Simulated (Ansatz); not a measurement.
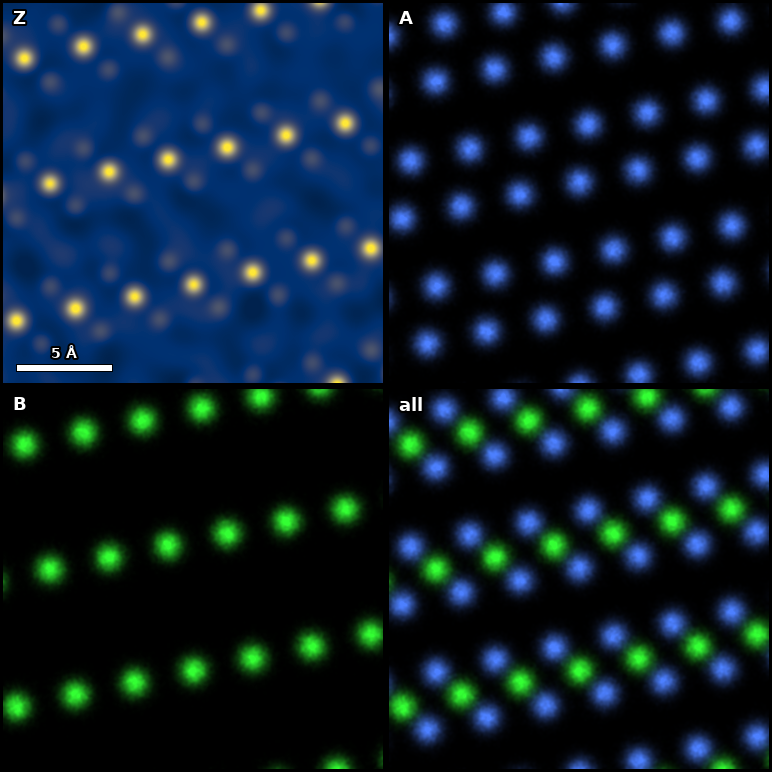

ZrS₂ (P-3m1, No. 164) along [100]. Panel Z: The image is simulated as a sum over atoms of Z^1.8, blurred by a 0.83 Å probe (no channelling). The probe carries 15 % of its weight in a tail 2.5 times as wide. The speckle of an amorphous layer was added. The other panels are simulated element maps (the number of atoms of one element along the beam, blurred by 1.1 Å, with counting noise; each on its own scale, no channelling); the last overlays them. Structure: the geometry given to an electronic-structure calculation, possibly off equilibrium.

```yaml
crystal:
  lattice:
    - [3.68521, 0.00000, 0.00000]
    - [-1.84260, 3.19148, 0.00000]
    - [0.00000, 0.00000, 6.75791]
  atoms:
    - { symbol: Zr, position: [0.00000, 0.00000, 0.00000] }
    - { symbol: S, position: [0.66667, 0.33333, 0.78568] }
    - { symbol: S, position: [0.33333, 0.66667, 0.21432] }
```

**Which element does each lettered map show?**

A: S, B: Zr. The projected cell (3.19 × 6.76 Å, 90°) holds 3 columns: 2 of S and 1 of Zr. No column is shared by two of the mapped elements.
